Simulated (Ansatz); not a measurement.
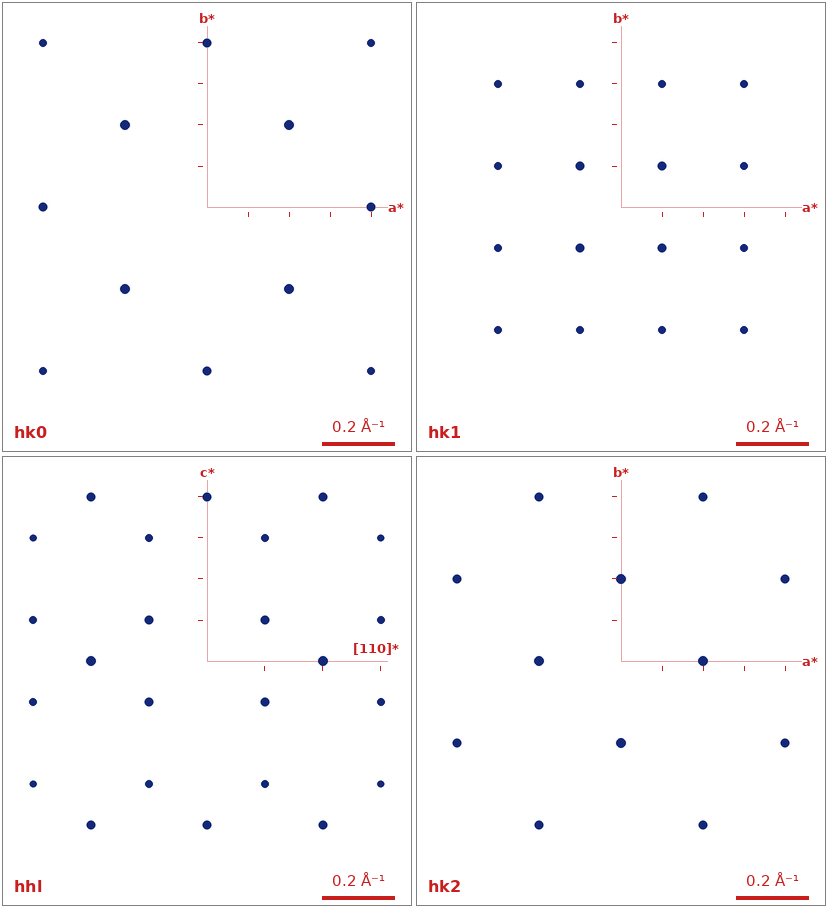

Four undistorted layers of reciprocal space, calculated for a single crystal (X-rays, kinematic |F|², B = 0.5 Å²). Tick marks count the reciprocal lattice steps of the conventional cell along each axis.

The compound is Ca. Structure: the input geometry of an electronic-structure calculation (not necessarily at equilibrium); the starting structure was generated, so it need not be a known form of this composition.

Q: What cell do the layers give?

A: a* = 0.114, b* = 0.114, c* = 0.114 Å⁻¹; the cell is cubic with a = 8.74 Å.

Q: List the systematic absences.

A: Reflections are present only under these conditions. hkl: h + k = 2n, h + l = 2n; hk0: h = 2n, h + k = 4n; hhl: h + l = 2n; h00: h = 4n. The lattice is face-centred (F). Further gaps, such as 2 2 2, 4 4 2, come from atoms on special positions, not from the group's general conditions.

Q: Which space groups fit?

A: The intensities have Laue symmetry m-3m (the hk0 layer shows 4mm, hk1 shows 4mm). With these conditions only Fd-3m (No. 227) fits.
